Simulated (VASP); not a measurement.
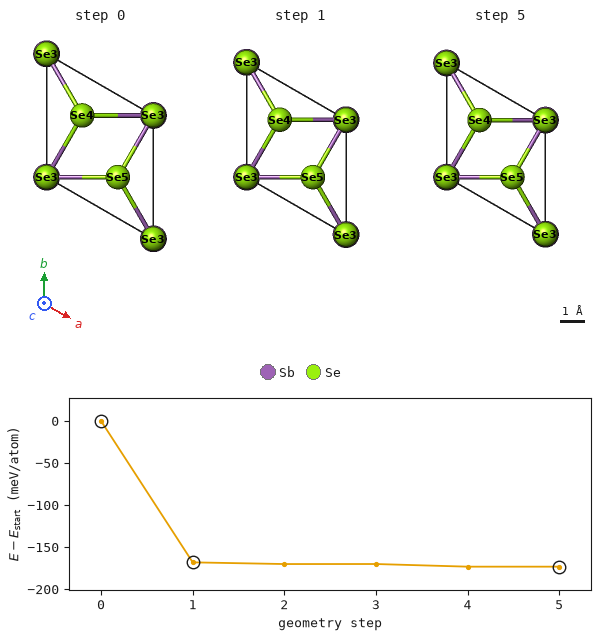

Frames of a relaxation of solid Sb2Se5 (a generated structure, set up in P6/mmm), marked on the history of the run. The picture is a ball-and-stick view of the cell of the calculation, seen along the c axis.

The run lets cell and atoms move.

These are results of VASP 6.6.1, Kohn-Sham DFT of a periodic cell, PBE, VASP PAW PBE potentials, recommended, not measurements.

Input
```
PREC = Normal
ENCUT = 520
EDIFF = 1E-4
ISMEAR = 0
SIGMA = 0.15
LREAL = F
LASPH = T
NELM = 60
ALGO = Fast
ISIF = 3
LWAVE = F
LCHARG = F
GGA = PE
IBRION = 2
NSW = 24
EDIFFG = -0.08
```

Run as
```bash
cat potpaw_PBE.64/Sb/POTCAR potpaw_PBE.64/Se/POTCAR > POTCAR
mpirun -np 1 vasp_std > vasp.out
```

### Describe the path.

The energy falls by 173 meV per atom in 5 geometry steps. The largest force component goes from 0.77 to 0.08 eV/Å. Pressure: −3.58 GPa at the start and 0.00 GPa at the end. The largest moves relative to the cell, 0.032 Å, are those of Sb atoms. Largest moves by element: Sb 0.032 Å, Se 0.029 Å. Cell: a = b 5.344 → 4.945 Å (−7.5 %), c 8.168 → 8.714 Å (+6.7 %). Volume −8.7 %. Among the contacts that change: Sb–Sb 2.877 → 3.133 Å, Sb–Se 3.189 → 2.965 Å, Sb–Se 2.645 → 2.791 Å. The space group stays P6/mmm (No. 191). From step 0 to 1: Sb atoms move most (0.04 Å), volume −9.5 %, energy −168 meV per atom. From step 1 to 5: volume +0.9 %, energy −5.1 meV per atom.

| step | E − E(0), meV/atom | largest force component, eV/Å | pressure, GPa | volume, Å³/atom |
| --- | --- | --- | --- | --- |
| 0 | 0.00 | 0.7696 | -3.58 | 28.861 |
| 1 | -167.92 | 0.1510 | 0.09 | 26.132 |
| 2 | -169.93 | 0.2475 | 0.84 | 25.861 |
| 3 | -169.90 | 0.2711 | 1.05 | 25.800 |
| 4 | -173.04 | 0.0813 | 0.01 | 26.347 |
| 5 | -173.05 | 0.0799 | 0.00 | 26.362 |
